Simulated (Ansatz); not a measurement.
## Run report: NiSi₂, geometry relaxation (part 1 of 2)

System: NiSi₂ (Fm-3m, 3 atoms in the cell).
Method: DFT PBE+D3(BJ), scalar-relativistic, plane waves, PAW, no spin polarisation (Ansatz 0.2.0).

The structure derives from an entry of the Crystallography Open Database. Figures and captions count atoms from 1; the log counts them from 0 in places.

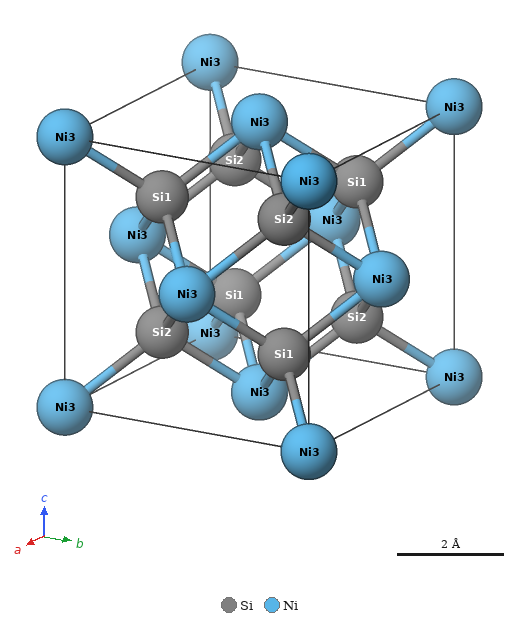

Figure 1. The structure as given in the input (ball-and-stick view of the cell 4 times as large as that of the calculation, set on its symmetry axes, seen at an oblique angle; atoms are numbered from 1 in the order of the input). An atom can appear more than once, as a periodic image.

Input file
```yaml
crystal:
  lattice:
    - [0.0, 2.6975, 2.6975]
    - [2.6975, 0.0, 2.6975]
    - [2.6975, 2.6975, 0.0]
  atoms:
    - { symbol: Si, position: [0.25, 0.25, 0.25] }
    - { symbol: Si, position: [0.75, 0.75, 0.75] }
    - { symbol: Ni, position: [0.0, 0.0, 0.0] }
basis:
  ecutwfc: 420
kpoints:
  mp_grid: { grid: [14, 14, 14] }
hamiltonian:
  xc: pbe
  dispersion: d3bj
scf:
  occupations: { method: gaussian, width: 0.1 }
output:
  forces: true
  stress: true
  eigenvalues: true
  write_density: true
  write_potential: true
  elf: true
  volumetric_format: npy
relax:
  adjacent_minimum: "off"
  f_tol: 0.005
  max_steps: 80
  cell: { stress_tol: 0.05 }
```

Machine: 4 threads of Intel Xeon (Sapphire Rapids), 32 GiB of memory available, shared host.

Launch command:
```bash
ansatz run input.yaml --threads 4 --pin off --max-ram 10240MiB --backend cpu --events-out ev --progress --plain --runs-dir out
```

Log
```
Engine: ansatz 0.2.0, x86_64-unknown-linux-gnu
Pseudopotentials: kind: paw
Pseudopotential: Si, paw, valence charge 4, recommended cutoff 420 eV (normal), Si.paw.azcp
Pseudopotential: Ni, paw, valence charge 18, recommended cutoff 420 eV (normal), Ni.paw.azcp
Functional definition: PBE
  parameter kappa = 0.804
  parameter beta = 0.06672455060314922
  exchange = pbe_x(kappa = kappa, mu = beta*pi^2/3)
  correlation = pbe_c(beta = beta)
Crystal: 3 atoms, lattice volume = 39.257 Å³
Basis set: ecut = 420 eV, 749 PW (Γ), exchange–correlation on 54×54×54 points (8 copies of the dense FFT grid, shifted against one another)
Bands: 17, of which v1, the nominal top of the filled ones, is band 13 counted from 1 (12 counted from 0)
Symmetry: 48 space group operations
Space group: Fm-3m (ITA 225), of the structure as read, at distance tolerance 3.4e-5 Å
k-points: 104 of 2744
Non-local potential: Si, projectors of the file, l = 0: 2, l = 1: 2, l = 2: 2
Non-local potential: Ni, projectors of the file, l = 0: 3, l = 1: 2, l = 2: 3, l = 3: 1
PAW form: soft (Blöchl's): semilocal exchange-correlation on the pseudo side does not see the compensation charge
PAW one-centre angular grid: Si, 110 points (default); XC on 64 Gauss nodes
PAW one-centre angular grid: Ni, 590 points (default); XC on 64 Gauss nodes
Initial density: superposition of atomic densities (neutral atoms: chi_scale 0, normalization atom), corrected by the library's trained network
Initial wavefunctions: pseudopotential atomic-orbital guess
Functional: x = pbe(κ = 0.804, μ = 0.2195149727645171), c = pbe(β = 0.06672455060314922)
SCF iter   1: F=—  HF=-7113.737408 eV  |F-HF|=—  |Δ(HF+E_count)|=         —  Δρ=1.04e-2  dr2=3.06e-2  ethr=1.77e-3  ⟨swp⟩=5.0  Hψ=9051  notcnv=0
preconditioner: auto → Kerker (q_TF=auto, 2.547 Å⁻¹)  [metal: Δε(μ)=0.079 eV  Ē_g=8.263 eV  σ=0.100 eV  W_gap=0.41  n_scr=14 (ndim 8)  ℏωp=25.1 eV  f_vac=0.000  D(μ)=0.96/eV (n_scr^D=8)]
SCF iter   2: F=—  HF=-7113.735053 eV  |F-HF|=—  |Δ(HF+E_count)|=   2.36e-3  Δρ=3.26e-3  dr2=3.90e-3  ethr=1.18e-4  ⟨swp⟩=1.7  Hψ=2699  notcnv=0
SCF iter   3: F=—  HF=-7113.734675 eV  |F-HF|=—  |Δ(HF+E_count)|=   3.78e-4  Δρ=8.71e-4  dr2=3.68e-4  ethr=1.50e-5  ⟨swp⟩=1.0  Hψ=1771  notcnv=0  defer=1
SCF iter   4: F=—  HF=-7113.734684 eV  |F-HF|=—  |Δ(HF+E_count)|=   9.31e-6  Δρ=2.83e-4  dr2=3.07e-5  ethr=1.42e-6  ⟨swp⟩=2.7  Hψ=2754  notcnv=0  defer=1
SCF iter   5: F=—  HF=-7113.734696 eV  |F-HF|=—  |Δ(HF+E_count)|=   1.21e-5  Δρ=8.09e-5  dr2=4.13e-6  ethr=1.18e-7  ⟨swp⟩=2.1  Hψ=2222  notcnv=0  defer=1
SCF iter   6: F=—  HF=-7113.734698 eV  |F-HF|=—  |Δ(HF+E_count)|=   2.47e-6  Δρ=2.05e-5  dr2=3.11e-7  ethr=1.59e-8  ⟨swp⟩=2.3  Hψ=2689  notcnv=0  defer=1
SCF iter   7: F=-7113.734699 eV  HF=-7113.734699 eV  |F-HF|=5.57e-8  |Δ(HF+E_count)|=   8.78e-8  Δρ=1.41e-5  dr2=7.49e-8  ethr=3.85e-10  ⟨swp⟩=9.3  Hψ=12905  notcnv=0
SCF 1 converged in 7 iterations: F = -7113.734699 eV  dr2 = 7.49e-8
  greatest PAW one-centre occupation: 1.000 electrons in one spin orbital (limit 2), on the Ni atom at site 2 (counted from 0), in its partial waves of l = 1
relax step   1: F+E_penalty+E_count = -7113.73469852 eV  Δ(F+E_penalty+E_count) = +0.000e0 eV  max|allowed force component| = 1.696e-17 eV/Å  Δτ_max = 0.0000 Å  P = -1.152 GPa  Ω = 39.257 Å³  (7 SCF iters, dr2 threshold 1.00e-7 eV, accepted)
Crystal: 3 atoms, lattice volume = 39.101 Å³
Initial density: handed on by an earlier stage of this run
Initial wavefunctions: those handed on with the density
iter 1 solved again at ethr=4.03e-7 eV; its pass at ethr=3.10e-3 eV (dr2=1.05e-4 eV) is discarded
SCF iter   1: F=—  HF=-7113.735589 eV  |F-HF|=—  |Δ(HF+E_count)|=         —  Δρ=6.24e-4  dr2=9.47e-5  ethr=4.03e-7  ⟨swp⟩=2.0  Hψ=9920  notcnv=0
preconditioner: auto → Kerker (q_TF=auto, 2.549 Å⁻¹)  [metal: Δε(μ)=0.050 eV  Ē_g=8.321 eV  σ=0.100 eV  W_gap=0.26  n_scr=14 (ndim 8)  ℏωp=25.2 eV  f_vac=0.000  D(μ)=0.91/eV (n_scr^D=8)]
SCF iter   2: F=—  HF=-7113.735572 eV  |F-HF|=—  |Δ(HF+E_count)|=   1.70e-5  Δρ=2.03e-4  dr2=1.66e-5  ethr=3.64e-7  ⟨swp⟩=1.1  Hψ=1838  notcnv=0
SCF iter   3: F=—  HF=-7113.735569 eV  |F-HF|=—  |Δ(HF+E_count)|=   2.97e-6  Δρ=9.03e-5  dr2=4.55e-6  ethr=6.38e-8  ⟨swp⟩=1.0  Hψ=1768  notcnv=0
SCF iter   4: F=—  HF=-7113.735569 eV  |F-HF|=—  |Δ(HF+E_count)|=   6.11e-8  Δρ=5.29e-5  dr2=1.17e-6  ethr=1.75e-8  ⟨swp⟩=2.2  Hψ=2713  notcnv=0
iter 5 did not close the SCF: its close was put off for the readings that it lacked (scf_convergence_deferred on its scf_iter line)
SCF iter   5: F=-7113.735569 eV  HF=-7113.735569 eV  |F-HF|=6.08e-9  |Δ(HF+E_count)|=   1.42e-7  Δρ=1.37e-5  dr2=5.87e-8  ethr=4.50e-9  ⟨swp⟩=2.6  Hψ=2615  notcnv=0
SCF iter   6: F=-7113.735569 eV  HF=-7113.735569 eV  |F-HF|=1.18e-9  |Δ(HF+E_count)|=   2.40e-8  Δρ=2.63e-6  dr2=3.31e-9  ethr=2.26e-10  ⟨swp⟩=6.0  Hψ=10354  notcnv=0
SCF 2 converged in 6 iterations: F = -7113.735569 eV  dr2 = 3.31e-9
relax step   2: F+E_penalty+E_count = -7113.73556893 eV  Δ(F+E_penalty+E_count) = -8.704e-4 eV  max|allowed force component| = 5.243e-17 eV/Å  Δτ_max = 0.0000 Å  P = -0.542 GPa  Ω = 39.101 Å³  energy of the carried Pulay correction = +4.645e-5 eV  (6 SCF iters, dr2 threshold 3.00e-7 eV, accepted)
Crystal: 3 atoms, lattice volume = 38.964 Å³
iter 1 solved again at ethr=3.34e-7 eV; its pass at ethr=3.10e-3 eV (dr2=8.68e-5 eV) is discarded
SCF iter   1: F=—  HF=-7113.735856 eV  |F-HF|=—  |Δ(HF+E_count)|=         —  Δρ=5.70e-4  dr2=7.85e-5  ethr=3.34e-7  ⟨swp⟩=2.0  Hψ=9916  notcnv=0
preconditioner: auto → Kerker (q_TF=auto, 2.550 Å⁻¹)  [metal: Δε(μ)=0.059 eV  Ē_g=8.346 eV  σ=0.100 eV  W_gap=0.31  n_scr=14 (ndim 8)  ℏωp=25.2 eV  f_vac=0.000  D(μ)=0.91/eV (n_scr^D=8)]
SCF iter   2: F=—  HF=-7113.735841 eV  |F-HF|=—  |Δ(HF+E_count)|=   1.51e-5  Δρ=1.82e-4  dr2=1.29e-5  ethr=3.02e-7  ⟨swp⟩=1.1  Hψ=1845  notcnv=0
SCF iter   3: F=—  HF=-7113.735839 eV  |F-HF|=—  |Δ(HF+E_count)|=   2.25e-6  Δρ=8.02e-5  dr2=3.55e-6  ethr=4.97e-8  ⟨swp⟩=1.0  Hψ=1768  notcnv=0
SCF iter   4: F=—  HF=-7113.735839 eV  |F-HF|=—  |Δ(HF+E_count)|=   1.02e-8  Δρ=4.73e-5  dr2=9.43e-7  ethr=1.36e-8  ⟨swp⟩=2.2  Hψ=2712  notcnv=0
iter 5 did not close the SCF: its close was put off for the readings that it lacked (scf_convergence_deferred on its scf_iter line)
SCF iter   5: F=-7113.735839 eV  HF=-7113.735839 eV  |F-HF|=5.64e-9  |Δ(HF+E_count)|=   1.12e-7  Δρ=1.21e-5  dr2=4.46e-8  ethr=3.63e-9  ⟨swp⟩=2.5  Hψ=2573  notcnv=0
SCF iter   6: F=-7113.735839 eV  HF=-7113.735839 eV  |F-HF|=9.42e-10  |Δ(HF+E_count)|=   1.82e-8  Δρ=2.36e-6  dr2=2.63e-9  ethr=1.71e-10  ⟨swp⟩=6.0  Hψ=10349  notcnv=0
SCF 3 converged in 6 iterations: F = -7113.735839 eV  dr2 = 2.63e-9
relax step   3: F+E_penalty+E_count = -7113.73583900 eV  Δ(F+E_penalty+E_count) = -2.701e-4 eV  max|allowed force component| = 1.172e-16 eV/Å  Δτ_max = 0.0000 Å  P = +0.008 GPa  Ω = 38.964 Å³  energy of the carried Pulay correction = +8.753e-5 eV  (6 SCF iters, dr2 threshold 3.00e-7 eV, accepted)
Initial wavefunctions: pseudopotential atomic-orbital guess (no wavefunctions were taken with the density)
iter 1 solved again at ethr=4.56e-7 eV; its pass at ethr=3.10e-3 eV (dr2=1.19e-4 eV) is discarded
SCF iter   1: F=—  HF=-7113.735749 eV  |F-HF|=—  |Δ(HF+E_count)|=         —  Δρ=8.35e-6  dr2=4.60e-9  ethr=4.56e-7  ⟨swp⟩=3.0  Hψ=13510  notcnv=0
eigensolver tolerance schedule: the retry pair's looser diagonalisation over-reported the residual by 25790.70 of it (diagonalisation noise at an unbounded share of the residual, at the tolerance the schedule requests for it); recorded, not acted on — ethr = c·dr2/N_el stays at c = 1.0e-1
preconditioner: auto → Kerker (q_TF=auto, 2.550 Å⁻¹)  [metal: Δε(μ)=0.057 eV  Ē_g=8.347 eV  σ=0.100 eV  W_gap=0.30  n_scr=14 (ndim 8)  ℏωp=25.2 eV  f_vac=0.000  D(μ)=0.90/eV (n_scr^D=8)]
SCF iter   2: F=—  HF=-7113.735749 eV  |F-HF|=—  |Δ(HF+E_count)|=   3.54e-7  Δρ=5.25e-6  dr2=5.54e-9  ethr=1.77e-11  ⟨swp⟩=3.0  Hψ=4305  notcnv=0
SCF iter   3: F=—  HF=-7113.735749 eV  |F-HF|=—  |Δ(HF+E_count)|=   4.40e-9  Δρ=1.95e-6  dr2=8.98e-10  ethr=1.77e-11  ⟨swp⟩=1.0  Hψ=1768  notcnv=0
SCF iter   4: F=—  HF=-7113.735749 eV  |F-HF|=—  |Δ(HF+E_count)|=   1.12e-9  Δρ=5.54e-7  dr2=1.35e-10  ethr=3.45e-12  ⟨swp⟩=2.0  Hψ=2644  notcnv=0
iter 5 did not close the SCF: its close was put off for the readings that it lacked (scf_convergence_deferred on its scf_iter line)
SCF iter   5: F=-7113.735749 eV  HF=-7113.735749 eV  |F-HF|=3.64e-12  |Δ(HF+E_count)|=  8.46e-11  Δρ=1.29e-7  dr2=1.09e-11  ethr=1.00e-12  ⟨swp⟩=2.0  Hψ=2079  notcnv=0
SCF iter   6: F=-7113.735749 eV  HF=-7113.735749 eV  |F-HF|=3.64e-12  |Δ(HF+E_count)|=  7.28e-12  Δρ=5.19e-8  dr2=1.35e-12  ethr=1.00e-12  ⟨swp⟩=4.0  Hψ=7721  notcnv=0
SCF 4 converged in 6 iterations: F = -7113.735749 eV  dr2 = 1.35e-12
relax step   4: F+E_penalty+E_count = -7113.73574902 eV  Δ(F+E_penalty+E_count) = +8.998e-5 eV  max|allowed force component| = 1.357e-16 eV/Å  Δτ_max = 0.0000 Å  P = +0.007 GPa  Ω = 38.964 Å³  stress off target by 7.45e-3 GPa  SCF on the basis re-selected at this cell (its energy is not comparable with the rows above)  (6 SCF iters)
```

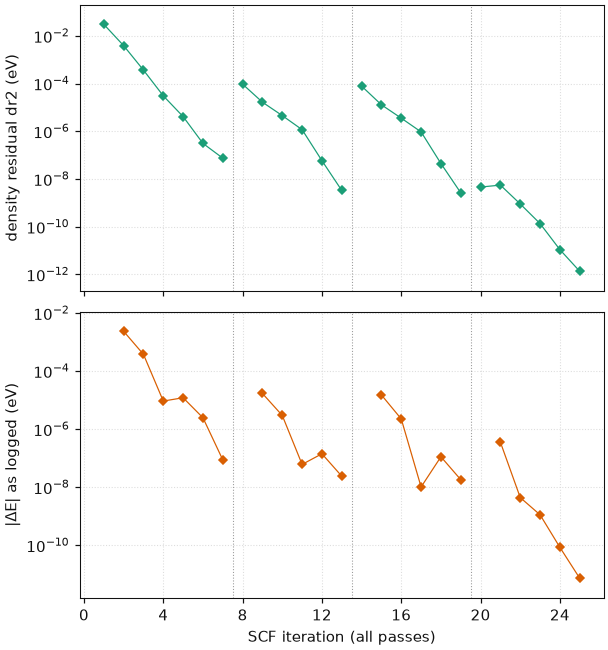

Figure 2. Convergence of the self-consistent field: density residual dr2 and size of the energy change against the SCF iteration. The dotted lines part the SCF passes of the relaxation: geometry steps, rejected trials and re-solves on a re-selected basis. The passes take 7, 6, 6 and 6 iterations.

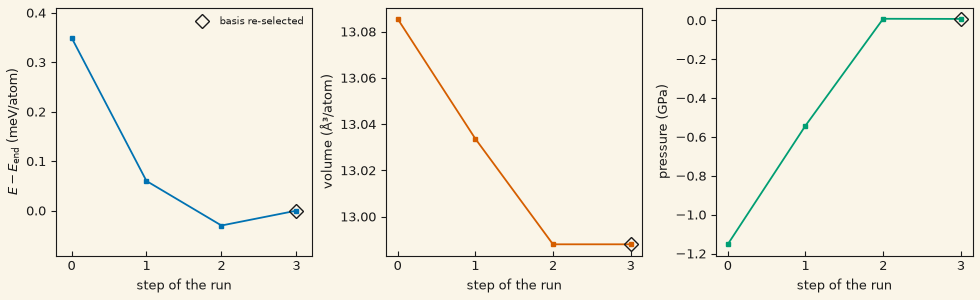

Figure 3. Progress of the relaxation, step by step (the first geometry is step 0 here and step 1 in the log). Over 2 geometry steps the energy falls by 0.4 meV per atom. All forces vanish by symmetry, so only the cell relaxes. The pressure goes from −1.15 to 0.01 GPa. The atoms keep their places relative to the cell (all moves are under 0.005 Å). A last SCF at the same geometry on a re-selected plane-wave basis shifts the energy by +0.0 meV per atom.
